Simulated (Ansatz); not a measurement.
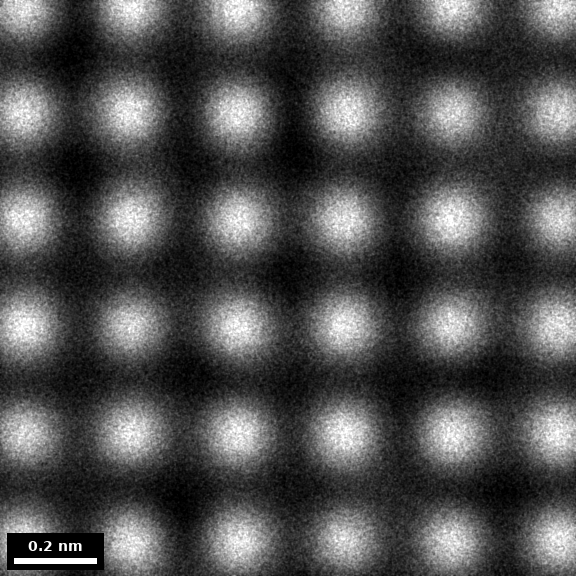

Z-contrast image of Ti (Pm-3m, No. 221) along [001]. The image is simulated as a sum over atoms of Z^1.7, blurred by a 1.30 Å probe (no channelling). The probe carries 15 % of its weight in a tail 2.5 times as wide. Shot noise and the speckle of an amorphous layer were added. Model: the input geometry of a calculation; the starting structure was generated, so it need not be a known form of this composition.

**Describe what the image shows.**

The columns repeat on a square net with a repeat of 2.60 Å (plane group p4mm). All columns are alike (Ti). The shortest distance between visible columns is 2.60 Å in projection. Along the beam the structure repeats every 2.60 Å.
